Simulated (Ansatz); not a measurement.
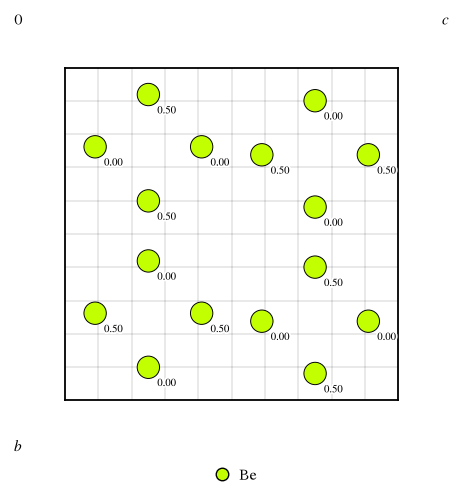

Plan of a unit cell projected along a (b down the page, c across); the numbers are heights as fractions of a, and atoms on the cell's edges are repeated. The grid marks tenths of b and c. Source: coordinates from a relaxation with DFT PBEsol, scalar-relativistic, plane waves, PAW in Ansatz; the starting structure was generated, so it need not be a known form of this composition. Geometry calculated from the standardised cell; symmetry tolerance 0.002 Å.

a = 3.571 Å, b = 6.180 Å, c = 6.191 Å, α = 90.00°, β = 90.00°, γ = 90.00°.

What does the cell contain?

16 Be: Be, Z = 16.

Give the fractional coordinates of all atoms, to two places.

```json
{"atom": "Be", "x": "0.50", "y": "0.60", "z": "0.75"}
{"atom": "Be", "x": "0.50", "y": "0.40", "z": "0.25"}
{"atom": "Be", "x": "0.50", "y": "0.92", "z": "0.75"}
{"atom": "Be", "x": "0.50", "y": "0.08", "z": "0.25"}
{"atom": "Be", "x": "0.50", "y": "0.74", "z": "0.41"}
{"atom": "Be", "x": "0.50", "y": "0.26", "z": "0.91"}
{"atom": "Be", "x": "0.50", "y": "0.26", "z": "0.59"}
{"atom": "Be", "x": "0.50", "y": "0.74", "z": "0.09"}
{"atom": "Be", "x": "0.00", "y": "0.10", "z": "0.75"}
{"atom": "Be", "x": "0.00", "y": "0.90", "z": "0.25"}
{"atom": "Be", "x": "0.00", "y": "0.42", "z": "0.75"}
{"atom": "Be", "x": "0.00", "y": "0.58", "z": "0.25"}
{"atom": "Be", "x": "0.00", "y": "0.24", "z": "0.41"}
{"atom": "Be", "x": "0.00", "y": "0.76", "z": "0.91"}
{"atom": "Be", "x": "0.00", "y": "0.76", "z": "0.59"}
{"atom": "Be", "x": "0.00", "y": "0.24", "z": "0.09"}
```
